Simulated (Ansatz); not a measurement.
MgS: space group Fm-3m (No. 225), a = 5.203 Å, b = 5.203 Å, c = 5.203 Å, α = 90.00°, β = 90.00°, γ = 90.00°. Source: a calculation's input that goes back to an entry of the Crystallography Open Database (an earlier step may have relaxed or displaced it). Forms under 0.4 % of the area are left out.

### Estimate the growth shape by the BFDH rule (face distance proportional to 1/d, absences counted).

The forms computed, by share of the surface:

| form | faces | d (Å) | share of area (%) |
| --- | --- | --- | --- |
| {111} | 8 | 3.004 | 77.6 |
| {200} | 6 | 2.602 | 22.4 |

The crystal is roughly equant (blocky). Widths along a, b and c stand as 1.00 : 1.00 : 1.00.

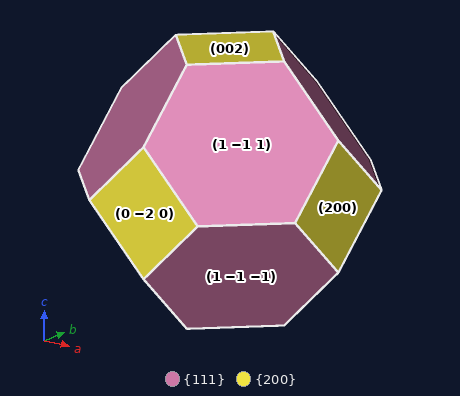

The computed shape, faces indexed. The rule is geometric and ignores bonding and growth conditions.
